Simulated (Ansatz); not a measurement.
## Electronic structure of CuO in real space

The calculation's input:

```
crystal:
  lattice:
    - [2.34185, -1.7113, 0.0]
    - [2.34185, 1.7113, 0.0]
    - [-0.8500274268, 0.0, 5.0578693947]
  atoms:
    - { symbol: Cu, position: [0.5, 0.0, 0.5] }
    - { symbol: Cu, position: [0.0, 0.5, 0.0] }
    - { symbol: O, position: [0.4184, 0.5816, 0.75] }
    - { symbol: O, position: [0.5816, 0.4184, 0.25] }
hamiltonian:
  xc: { exchange: pbe, correlation: pbe, exx: { coeff: 0.15, omega: 0.2 } }
  pseudopotentials: { kind: paw }
kpoints:
  mp_grid: { grid: [5, 5, 3] }
scf:
  occupations: { method: fermi_dirac, width: 0.05 }
output:
  forces: true
  stress: true
  eigenvalues: true
  write_density: true
  write_potential: true
  elf: true
  volumetric_format: npy
```

Run with:

```sh
ansatz run input.yaml --threads 2 --pin off --max-ram 5632MiB --backend cpu --events-out ev --progress --plain --runs-dir out
```

Below, planes, directions and counts refer to the conventional cell (a = 4.68 Å, b = 3.42 Å, c = 5.13 Å, α = 90.00°, β = 99.54°, γ = 90.00°).

Space group C2/c; computed pressure about 2 GPa in this cell.

Method: Kohn-Sham DFT of a periodic cell, HSE06 form with a typed share of exact exchange, Ansatz PAW in Ansatz.

In a PAW calculation such maps are meaningful between the atoms, not at the nuclei.

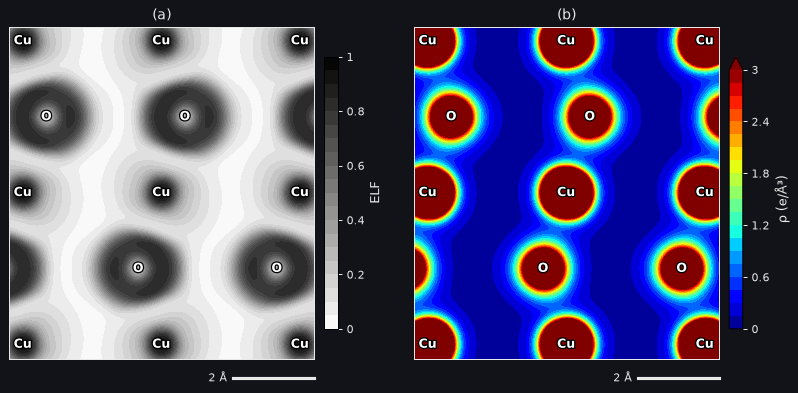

Figure 1. (a) electron localisation function; (b) valence charge density (pseudo) on the (101) plane of the conventional cell.

**What do the fields say about this system?**

Atoms in the plane: Cu and O.
Cu–O (1.96 Å): the density is about 0.63 e/Å³ at the midpoint; the ELF peaks at about 0.85 in the valence shell of O, 0.6 Å from its nucleus, and is about 0.20 at the midpoint (no localised pair shows between them).
Between the atoms the lowest density in this plane is 0.06 e/Å³.
The features right at Cu lie inside the PAW spheres, where the map follows smoothed inner orbitals and isn't to be read closely.

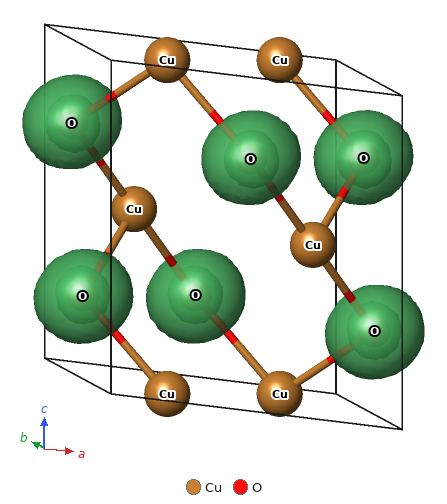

Figure 2. Isosurface of the ELF at 0.75 (green), seen slightly off an axis. Core shells and regions of very low density are left out. Sticks mark near contacts.

**What do the ELF domains correspond to?**

The ELF exceeds this value in four regions wrapped around O (the valence shell of each), counted in one cell of 8 atoms. Regions shared between cells count once. Profiles from the grid: Cu–O (1.95 Å): the ELF peaks at about 0.85 in the valence shell of O, 0.6 Å from its nucleus, and is about 0.20 at the midpoint (no shared electron pair shows on this line).

**Does the calculation make it a metal, or give it a gap?**

It is metallic or semimetallic at this level of theory: no gap opens; semilocal functionals without U, or without the true magnetic order, often close the gap of such compounds.
